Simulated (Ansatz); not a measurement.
SiO2

Input

```
crystal:
  lattice:
    - [-6.5188702457, 6.5188702457, 2.6243013889]
    - [6.5188702457, -6.5188702457, 2.6243013889]
    - [6.5188702457, 6.5188702457, -2.6243013889]
  atoms:
    - { symbol: Si, position: [0.2102024273, 0.3812780744, 0.5914805017] }
    - { symbol: Si, position: [0.3812780744, 0.7897975727, 0.1710756471] }
    - { symbol: Si, position: [0.6187219256, 0.2102024273, 0.8289243529] }
    - { symbol: Si, position: [0.7897975727, 0.3812780744, 0.1710756471] }
    - { symbol: Si, position: [0.2102024273, 0.6187219256, 0.8289243529] }
    - { symbol: Si, position: [0.7897975727, 0.6187219256, 0.4085194983] }
    - { symbol: Si, position: [0.3812780744, 0.2102024273, 0.5914805017] }
    - { symbol: Si, position: [0.6187219256, 0.7897975727, 0.4085194983] }
    - { symbol: O, position: [0.8928395301, 0.1071604699, 0.5] }
    - { symbol: O, position: [0.1071604699, 0.6071604699, 0.2143209398] }
    - { symbol: O, position: [0.3928395301, 0.8928395301, 0.7856790602] }
    - { symbol: O, position: [0.6071604699, 0.3928395301, 0.5] }
    - { symbol: O, position: [0.1071604699, 0.8928395301, 0.5] }
    - { symbol: O, position: [0.8928395301, 0.3928395301, 0.7856790602] }
    - { symbol: O, position: [0.6071604699, 0.1071604699, 0.2143209398] }
    - { symbol: O, position: [0.3928395301, 0.6071604699, 0.5] }
    - { symbol: O, position: [0.2430344312, 0.5, 0.7430344312] }
    - { symbol: O, position: [0.5, 0.7569655688, 0.2569655688] }
    - { symbol: O, position: [0.5, 0.2430344312, 0.7430344312] }
    - { symbol: O, position: [0.7569655688, 0.5, 0.2569655688] }
    - { symbol: O, position: [0.3132750588, 0.3132750588, 0.6265501176] }
    - { symbol: O, position: [0.3132750588, 0.6867249412, 0.0] }
    - { symbol: O, position: [0.6867249412, 0.3132750588, 0.0] }
    - { symbol: O, position: [0.6867249412, 0.6867249412, 0.3734498824] }
basis:
  ecutwfc: 500
kpoints:
  mp_grid: { grid: [6, 6, 6] }
  band_path:
    path:
      - [[0.0, 0.0, 0.0], [0.0, 0.0, 0.5], [-0.5, 0.5, 0.5], [0.0, 0.0, 0.0], [0.29051564, 0.29051564, -0.29051564]]
      - [[-0.29051564, 0.70948436, 0.29051564], [-0.5, 0.5, 0.5]]
      - [[0.0, 0.0, 0.5], [0.25, 0.25, 0.25], [0.0, 0.5, 0.0], [0.0, 0.0, 0.0]]
    npoints: 10
hamiltonian:
  xc: r2scan
scf:
  occupations: { method: gaussian, width: 0.02 }
  n_extra_bands: 60
output:
  forces: true
  stress: true
  eigenvalues: true
  populations: true
  dos: { projected: true, de: 0.02, nscf_kmesh: { grid: [9, 9, 9] } }
  bader: false
  write_density: true
  write_potential: true
  elf: true
  volumetric_format: npy
```

Run with:

```sh
ansatz run input.yaml --threads 4 --pin off --max-ram 10240MiB --backend cpu --events-out ev --progress --plain --runs-dir out
```

Below, planes, directions and counts refer to the conventional cell (a = 13.04 Å, b = 13.04 Å, c = 5.25 Å, α = 90.00°, β = 90.00°, γ = 90.00°).

Space group I4/mmm; a structure from a database of computed crystals, not necessarily the ambient phase.

Theory: Ansatz, DFT r2SCAN, scalar-relativistic, plane waves, PAW.

In a PAW calculation such maps are meaningful between the atoms, not at the nuclei.

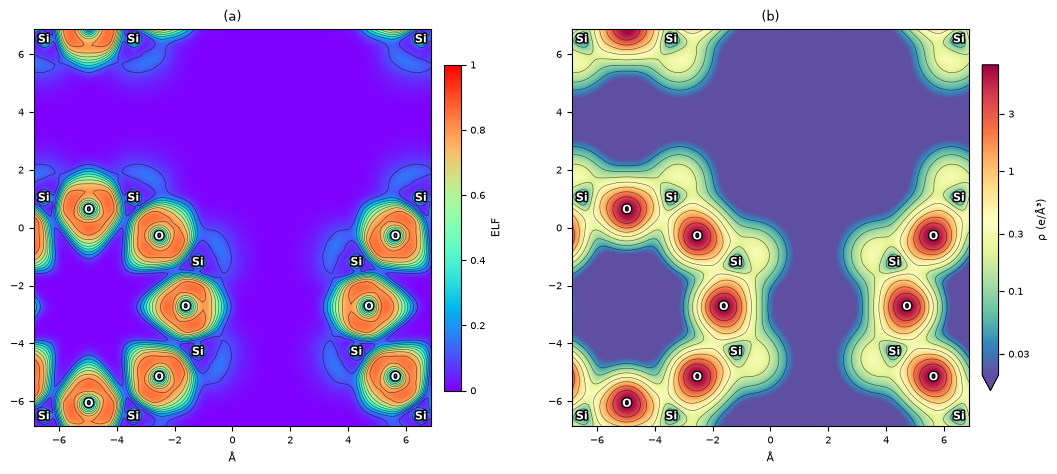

Figure 1. (a) ELF; (b) valence pseudo-density on the (001) plane of the conventional cell.

**What does the map show?**

- The section cuts through Si and O sites.
- Si–O (1.61 Å): ρ at the midpoint is about 1.3 e/Å³; the ELF peaks at about 0.85 between the atoms; a polar covalent bond.
- The density dies away to nearly zero in the voids.
- The ELF also peaks beside O, away from the bonds: lone-pair regions.

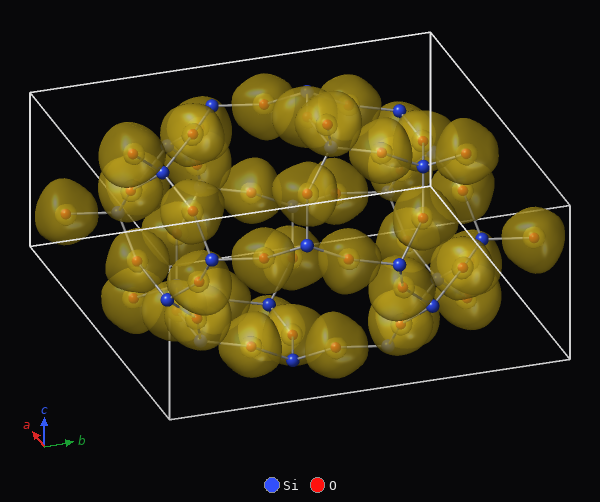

Figure 2. Isosurface of the electron localisation function at 0.65 (yellow), seen at an oblique angle. Only the valence region is drawn (cores and ρ < 0.01 e/Å³ removed). Sticks mark near contacts.

**Describe the localisation domains.**

The ELF exceeds this value in 32 regions on O in which the atom's valence shell and bonds are merged, counted in one cell of 48 atoms. Any copies at cell faces, edges or corners count once.

**Does the calculation make it a metal, or give it a gap?**

It is gapped, with a Kohn–Sham gap of 6.3 eV on the k-point mesh (the band edges may lie off the mesh, which would make the gap smaller).
